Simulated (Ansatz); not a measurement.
# What a change does: single-point calculation on SiC

System: SiC (Pm-3m, 2 atoms in the cell).
Method of run 1: DFT PBE, scalar-relativistic, plane waves, PAW, spin-polarised (Ansatz 0.2.0).

The structure was made by a generator, so it may or may not be a known phase. Text and figures count atoms from 1; the logs count them from 0 in places.

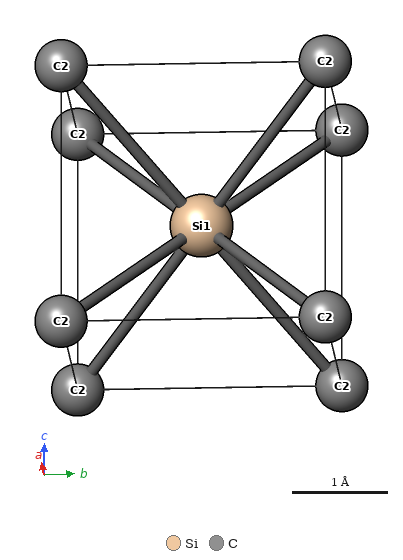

**Figure 1.** The structure (ball-and-stick view of the cell of the calculation, seen at an oblique angle; atoms are numbered from 1 in the order of the input). An atom can appear more than once, as a periodic image. Near neighbours in the periodic cell (some may lie outside the picture): Si has 8 C at 2.41 Å; C has 8 Si at 2.41 Å.

## Input file, run 1
```yaml
crystal:
  lattice:
    - [2.78641804, 0.0, 0.0]
    - [0.0, 2.78641804, 0.0]
    - [0.0, 0.0, 2.78641804]
  atoms:
    - { symbol: Si, position: [0.5, 0.5, 0.5] }
    - { symbol: C, position: [0.0, 0.0, 0.0], spin: 1.0 }
basis:
  ecutwfc: 420
kpoints:
  mp_grid: { grid: [6, 6, 6] }
hamiltonian:
  xc: pbe
scf:
  occupations: { method: gaussian, width: 0.1 }
  lower_state_search: "off"
output:
  forces: true
  stress: true
  eigenvalues: true
  populations: true
magnetization:
  spin_polarized: true
```

Launched with:
```bash
ansatz run input.yaml --threads 1 --pin off --max-ram 2560MiB --backend cpu --events-out ev --progress --plain --runs-dir out
```

Hardware: 1 thread of Intel Xeon (Sapphire Rapids), 16 GiB of memory available, shared host.

## Output, shortened to warnings, some set-up lines, iterations and results (run 1)
```
WARN: the starting moments were not kept: the SCF closed with an absolute magnetisation of 9.0e-7 μB, where they sum to 1 μB in size (1 site). That is at most 0.1 of that sum. Measured as dr2_m measures the in/out step, that magnetisation stands 3.7e-13 eV from none, at or under the dr2_threshold of 1.0e-7 eV: it is no larger than a step whose dr2_m would equal this threshold. The system may hold …
Basis set: ecut = 420 eV, 437 PW (Γ), exchange–correlation on 40×40×40 points (8 copies of the dense FFT grid, shifted against one another)
Symmetry: 48 space group operations
k-points: 20 of 216
Initial density: superposition of atomic densities (chi_scale 0.1, normalization cell)
[...]
SCF iter   1: F=—  HF=-883.040394 eV  |F-HF|=—  |Δ(HF+E_count)|=         —  Δρ=4.75e-2 (↑2.70e-2 ↓4.75e-2)  dr2=1.68e0  dr2_m=5.95e-2  M=0.483 μB ∫|m|=0.509 μB  β_m=0.30  …
SCF iter   2: F=—  HF=-882.712326 eV  |F-HF|=—  |Δ(HF+E_count)|=   3.28e-1  Δρ=2.61e-2 (↑2.61e-2 ↓1.72e-2)  dr2=5.43e-2  dr2_m=7.76e-2  M=0.352 μB ∫|m|=0.367 μB  β_m=0.30  …
SCF iter   3: F=—  HF=-882.740815 eV  |F-HF|=—  |Δ(HF+E_count)|=   2.85e-2  Δρ=1.88e-2 (↑1.88e-2 ↓1.52e-2)  dr2=2.00e-2  dr2_m=5.06e-2  M=0.308 μB ∫|m|=0.320 μB  β_m=0.30  …
SCF iter   4: F=—  HF=-882.761499 eV  |F-HF|=—  |Δ(HF+E_count)|=   2.07e-2  Δρ=1.28e-2 (↑1.17e-2 ↓1.28e-2)  dr2=4.92e-4  dr2_m=2.97e-2  M=0.287 μB ∫|m|=0.295 μB  β_m=0.30  …
SCF iter   5: F=—  HF=-882.775415 eV  |F-HF|=—  |Δ(HF+E_count)|=   1.39e-2  Δρ=1.03e-2 (↑1.01e-2 ↓1.03e-2)  dr2=6.80e-5  dr2_m=2.06e-2  M=0.259 μB ∫|m|=0.265 μB  β_m=0.30  …
[... 9 lines ...]
SCF iter  15: F=-882.809436 eV  HF=-882.809436 eV  |F-HF|=8.27e-10  |Δ(HF+E_count)|=   2.88e-8  Δρ=4.16e-6 (↑4.16e-6 ↓2.68e-6)  dr2=1.37e-9  dr2_m=2.23e-9  M=-0.000 μB …
SCF iter  16: F=-882.809436 eV  HF=-882.809436 eV  |F-HF|=3.54e-11  |Δ(HF+E_count)|=   6.79e-9  Δρ=1.93e-6 (↑1.93e-6 ↓1.07e-6)  dr2=3.79e-10  dr2_m=4.26e-10  M=-0.000 μB …
SCF iter  17: F=-882.809436 eV  HF=-882.809436 eV  |F-HF|=7.28e-12  |Δ(HF+E_count)|=   1.37e-9  Δρ=6.06e-7 (↑6.06e-7 ↓3.08e-7)  dr2=4.63e-11  dr2_m=3.91e-11  M=-0.000 μB …
SCF iter  18: F=-882.809436 eV  HF=-882.809436 eV  |F-HF|=3.41e-13  |Δ(HF+E_count)|=  1.31e-10  Δρ=1.53e-8 (↑1.53e-8 ↓8.44e-9)  dr2=2.04e-14  dr2_m=2.72e-14  M=-0.000 μB …
SCF 1 converged in 18 iterations: F = -882.809436 eV  dr2 = 2.04e-14
SCF converged after 18 iterations
Magnetization: -0.0000 μB (4.0000 up, 4.0000 down)
Absolute magnetization: 0.0000 μB (∫|ρ↑−ρ↓|, with the PAW one-centre terms)
Spin contamination: 0.0000 ħ² per cell (⟨S²⟩ above its minimum at these occupations)
Per-site moments (μB) at R_I (Å): [(-7.244863922830786e-11, 0.9954073833838383), (-7.374856673353321e-7, 0.9954073833838383)]
Free energy (F): -882.809436 eV
Harris-Foulkes:  -882.809436 eV  (|F-HF|=3.41e-13)
Internal energy: -882.801678 eV  (E = F + TS)
E sigma→0 (E₀):  -882.805557 eV
Entropy (-TS):   -0.007758 eV (-3.879 meV/atom)
Fermi energy:    10.236451 eV
--- Per-component energies (eV) ---
  E_band       = 34.069711
  E_kinetic    = 120.028103
  E_local      = -57.633423  (includes V_loc(G=0)·N_el)
  E_nonlocal   = 51.584762
  E_hartree    = 15.444661
  E_xc         = -101.660125
  E_vxc        = -104.294573  (∫ρ·V_xc dr)
  E_paw        = -609.656495  (= ΣΔE_a)
  E_vpaw       = -6.504490  (= ΣTr[D̂ρ^β])
  E_aug_tail   = 0.000010  (compensation charges beyond the density's cutoff)
  E_ewald      = -300.909171
  E_smearing   = -0.007758  (= −TS)
  E_closure    = 0.000000  (closes the sum)
  Σ components = -882.809436   (vs F -882.809436, Δ=0.00e0)
--- Forces (eV/Å), atoms counted from 1 ---
  atom   1  Si     0.00000000    -0.00000000    -0.00000000
  atom   2  C     -0.00000000     0.00000000    -0.00000000
  max |Σ_I F_I| component: 7.40e-32 eV/Å
--- Stress (GPa, compression-positive) ---
      -19.630787       0.000000       0.000000
       -0.000000     -19.630787       0.000000
        0.000000      -0.000000     -19.630787
  P = ⅓ Tr σ = -19.6308 GPa (-196.308 kbar)
--- Löwdin populations: 2 sites ---
  site symbol       q [e]    m [muB]
     0     Si      3.3168     0.0000
     1      C      4.5700    -0.0000
  spilling = 0.014155 (of n_electrons = 8.000000)
```

For run 2 the input was changed thus:
```diff
-    - [2.78641804, 0.0, 0.0]
-    - [0.0, 2.78641804, 0.0]
-    - [0.0, 0.0, 2.78641804]
+    - [2.637844091, 0.0, 0.0]
+    - [0.0, 2.637844091, 0.0]
+    - [0.0, 0.0, 2.637844091]
```

Predict how the results change.

With the same functional and potentials, run 2 lies 121.8 meV per atom lower. The pressure goes from −19.63 to −0.12 GPa. The volume per atom goes from 10.82 to 9.18 Å³. The SCF takes 15 iterations against 18. The plane waves at Γ go from 437 to 365.

## Output, shortened to warnings, some set-up lines, iterations and results (run 2)
```
WARN: the starting moments were not kept: the SCF closed with an absolute magnetisation of 1.8e-6 μB, where they sum to 1 μB in size (1 site). That is at most 0.1 of that sum. Measured as dr2_m measures the in/out step, that magnetisation stands 1.9e-12 eV from none, at or under the dr2_threshold of 1.0e-7 eV: it is no larger than a step whose dr2_m would equal this threshold. The system may hold …
Basis set: ecut = 420 eV, 365 PW (Γ), exchange–correlation on 36×36×36 points (8 copies of the dense FFT grid, shifted against one another)
Symmetry: 48 space group operations
k-points: 20 of 216
Initial density: superposition of atomic densities (chi_scale 0.1, normalization cell)
[...]
SCF iter   1: F=—  HF=-883.316753 eV  |F-HF|=—  |Δ(HF+E_count)|=         —  Δρ=5.99e-2 (↑3.25e-2 ↓5.99e-2)  dr2=1.85e0  dr2_m=9.64e-2  M=0.367 μB ∫|m|=0.411 μB  β_m=0.30  …
SCF iter   2: F=—  HF=-882.931420 eV  |F-HF|=—  |Δ(HF+E_count)|=   3.85e-1  Δρ=2.50e-2 (↑2.50e-2 ↓2.31e-2)  dr2=4.35e-2  dr2_m=8.20e-2  M=0.282 μB ∫|m|=0.324 μB  β_m=0.30  …
SCF iter   3: F=—  HF=-882.967344 eV  |F-HF|=—  |Δ(HF+E_count)|=   3.59e-2  Δρ=2.17e-2 (↑2.17e-2 ↓1.89e-2)  dr2=1.71e-2  dr2_m=6.25e-2  M=0.203 μB ∫|m|=0.259 μB  β_m=0.30  …
SCF iter   4: F=—  HF=-882.994820 eV  |F-HF|=—  |Δ(HF+E_count)|=   2.75e-2  Δρ=1.61e-2 (↑1.52e-2 ↓1.61e-2)  dr2=4.08e-4  dr2_m=4.11e-2  M=0.158 μB ∫|m|=0.219 μB  β_m=0.30  …
SCF iter   5: F=—  HF=-883.013053 eV  |F-HF|=—  |Δ(HF+E_count)|=   1.82e-2  Δρ=1.30e-2 (↑1.24e-2 ↓1.30e-2)  dr2=1.69e-4  dr2_m=2.73e-2  M=0.128 μB ∫|m|=0.187 μB  β_m=0.30  …
[... 6 lines ...]
SCF iter  12: F=—  HF=-883.052983 eV  |F-HF|=—  |Δ(HF+E_count)|=   4.67e-6  Δρ=4.09e-5 (↑4.09e-5 ↓3.15e-5)  dr2=5.64e-8  dr2_m=2.15e-7  M=0.000 μB ∫|m|=0.001 μB  β_m=0.79  …
SCF iter  13: F=-883.052983 eV  HF=-883.052983 eV  |F-HF|=6.23e-9  |Δ(HF+E_count)|=   2.66e-7  Δρ=6.61e-6 (↑6.61e-6 ↓6.18e-6)  dr2=3.83e-10  dr2_m=6.78e-9  M=0.000 μB …
SCF iter  14: F=-883.052983 eV  HF=-883.052983 eV  |F-HF|=5.12e-11  |Δ(HF+E_count)|=   8.54e-9  Δρ=6.17e-7 (↑6.17e-7 ↓5.07e-7)  dr2=4.47e-12  dr2_m=5.27e-11  M=-0.000 μB …
SCF iter  15: F=-883.052983 eV  HF=-883.052983 eV  |F-HF|=1.82e-12  |Δ(HF+E_count)|=  8.19e-11  Δρ=1.40e-7 (↑1.40e-7 ↓1.24e-7)  dr2=2.99e-13  dr2_m=2.91e-12  M=-0.000 μB …
SCF 1 converged in 15 iterations: F = -883.052983 eV  dr2 = 2.99e-13
SCF converged after 15 iterations
Magnetization: -0.0000 μB (4.0000 up, 4.0000 down)
Absolute magnetization: 0.0000 μB (∫|ρ↑−ρ↓|, with the PAW one-centre terms)
Spin contamination: 0.0000 ħ² per cell (⟨S²⟩ above its minimum at these occupations)
Per-site moments (μB) at R_I (Å): [(5.1897966320616934e-8, 0.9423314975368265), (-1.5512511222550245e-6, 0.9423314975368265)]
Free energy (F): -883.052983 eV
Harris-Foulkes:  -883.052983 eV  (|F-HF|=1.82e-12)
Internal energy: -883.049436 eV  (E = F + TS)
E sigma→0 (E₀):  -883.051210 eV
Entropy (-TS):   -0.003547 eV (-1.773 meV/atom)
Fermi energy:    12.693364 eV
--- Per-component energies (eV) ---
  E_band       = 48.761887
  E_kinetic    = 128.079695
  E_local      = -44.896083  (includes V_loc(G=0)·N_el)
  E_nonlocal   = 51.805236
  E_hartree    = 14.411613
  E_xc         = -104.363864
  E_vxc        = -107.929286  (∫ρ·V_xc dr)
  E_paw        = -610.228461  (= ΣΔE_a)
  E_vpaw       = -7.120907  (= ΣTr[D̂ρ^β])
  E_aug_tail   = 0.000009  (compensation charges beyond the density's cutoff)
  E_ewald      = -317.857582
  E_smearing   = -0.003547  (= −TS)
  E_closure    = 0.000000  (closes the sum)
  Σ components = -883.052983   (vs F -883.052983, Δ=0.00e0)
--- Forces (eV/Å), atoms counted from 1 ---
  atom   1  Si     0.00000000    -0.00000000    -0.00000000
  atom   2  C      0.00000000    -0.00000000    -0.00000000
  max |Σ_I F_I| component: 1.31e-31 eV/Å
--- Stress (GPa, compression-positive) ---
       -0.119116       0.000000       0.000000
        0.000000      -0.119116       0.000000
        0.000000       0.000000      -0.119116
  P = ⅓ Tr σ = -0.1191 GPa (-1.191 kbar)
--- Löwdin populations: 2 sites ---
  site symbol       q [e]    m [muB]
     0     Si      3.2263     0.0000
     1      C      4.6371    -0.0000
  spilling = 0.017074 (of n_electrons = 8.000000)
```

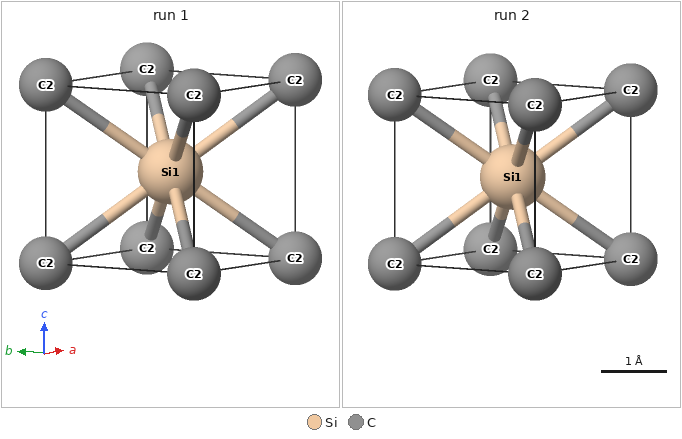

**Figure 2.** The two input geometries at one scale (ball-and-stick view of the cell of the calculation, seen at an oblique angle). The atoms keep their places relative to the cell (all moves are under 0.005 Å). Cell: a = b = c 2.786 → 2.638 Å (−5.3 %). Volume −15.2 %. Among the contacts that change: Si1–C2 2.413 → 2.284 Å.

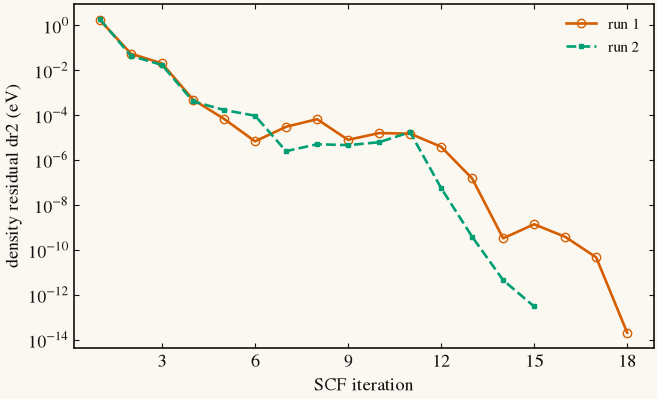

**Figure 3.** Convergence of the two runs: density residual dr2 against the SCF iteration. Run 1 takes 18 iterations in all, and run 2 takes 15.

## The two runs side by side

```tsv
quantity	run 1	run 2
outcome	converged	converged
free energy per atom (eV)	−441.4047	−441.5265
energy per atom, smearing taken to zero (eV)	−441.4028	−441.5256
gap on the mesh (eV)	0.00	0.00
net moment of the cell (μB)	0.00	0.00
absolute moment of the cell (μB)	0.00	0.00
pressure (GPa)	−19.63	−0.12
volume per atom (Å³)	10.82	9.18
largest force (eV/Å)	0.000	0.000
SCF iterations	18	15
irreducible k-points	20	20
plane waves at Γ	437	365
wall time (shared host)	1.9 s	1.9 s
```

For both runs: Warnings: some starting moments were not kept. For run 1: The cell is under a tension of 19.6 GPa at this level, so it is not at its equilibrium volume.
